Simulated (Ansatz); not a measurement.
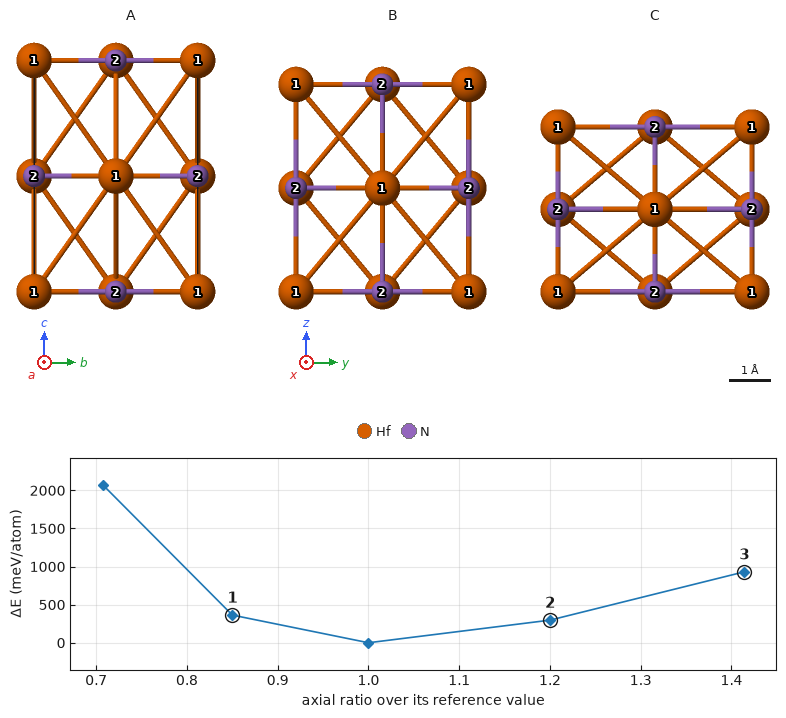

A scan of solid HfN (Fm-3m): the ratio of the cell's length along z to its lengths across, counted as 1 for the reference, is changed at fixed volume (a tetragonal or Bain path), with the atoms kept at their fractional coordinates. x, y and z are the Cartesian axes of the input. The frames are shuffled; the numbered points of the plot belong to them. Style: ball-and-stick. Shown: the conventional cell (4 times the calculation's cell), along the a axis. Lengths and directions refer to the drawn axes.

Computed with DFT PBE, scalar-relativistic, plane waves, PAW (Ansatz). Settings: plane-wave cutoff 420 eV; k-point mesh 26 × 26 × 26; occupations gaussian; smearing width 0.15 eV; no spin polarisation. Energies (free energies at the smearing named) are counted from the relaxed crystal.

Match the frames to the points.

Answer. Point 1 is frame C (the relative ratio 0.85, 363 meV/atom); 2 is frame B (the relative ratio 1.20, 297 meV/atom); 3 is frame A (the relative ratio 1.414, 930 meV/atom). Of the computed points the lowest is at the relative ratio 1.00, 0 meV/atom. At the ends of the scan the energy is 2076 meV/atom (0.707) and 930 meV/atom (1.414). The distortion takes the space group from Fm-3m to I4/mmm. At the relative ratio 1.414 the cell of the drawing goes a 4.548 → 4.052 Å, b 4.548 → 4.052 Å, c 4.548 → 5.729 Å.
